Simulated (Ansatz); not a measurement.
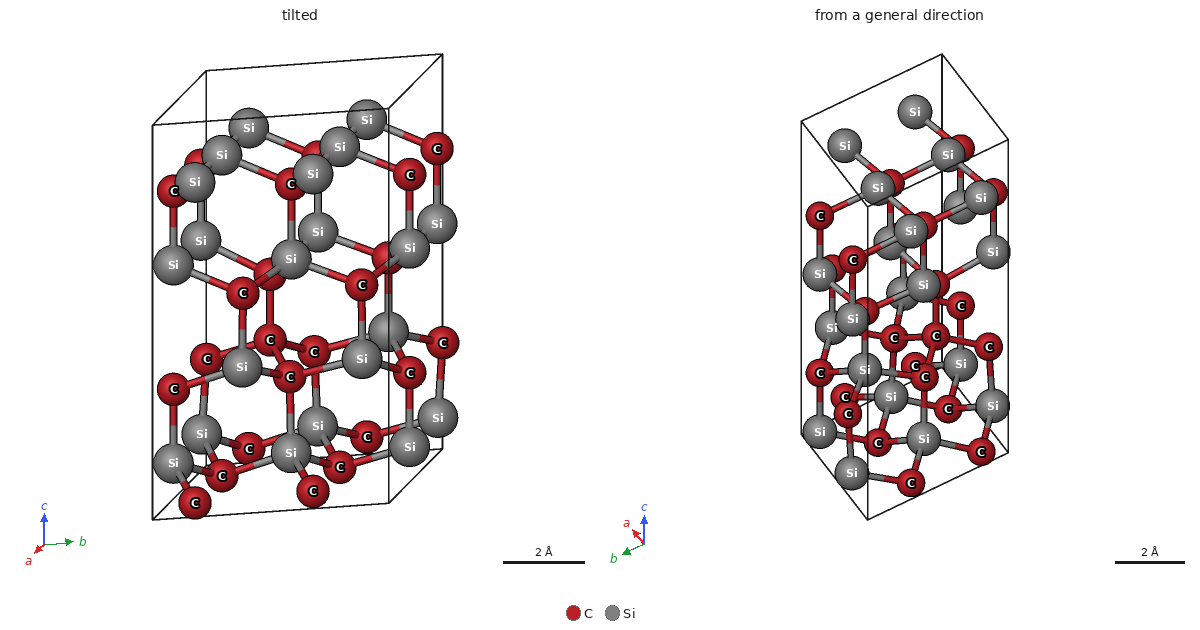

Structure drawing (ball-and-stick), viewed slightly off an axis and from a general direction. The parallelepiped is the supercell. The host is SiC, in a cell of 32 sites, and the cell is neutral.

What kind of defect was put in?

Answer. Carbon on a silicon site (an antisite). It is bonded to four C in a tetrahedral arrangement at about 1.7 Å.

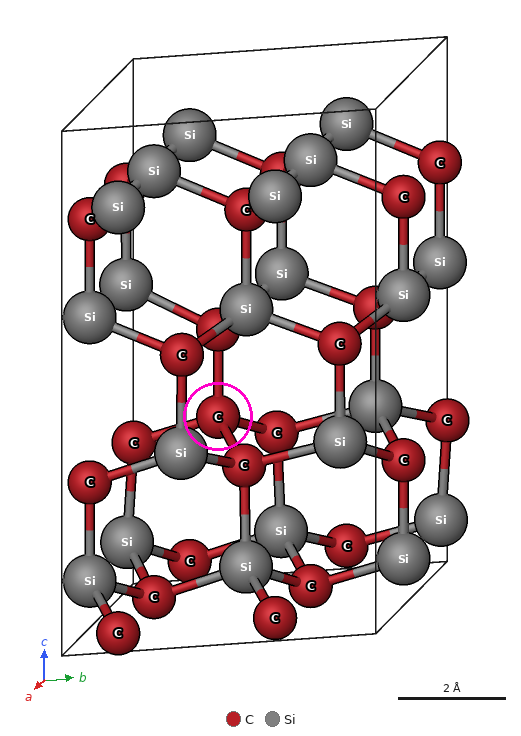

The same cell with a ring at the defect's site.

The atoms were relaxed in the host's cell with DFT PBE, scalar-relativistic, plane waves, PAW (Ansatz).
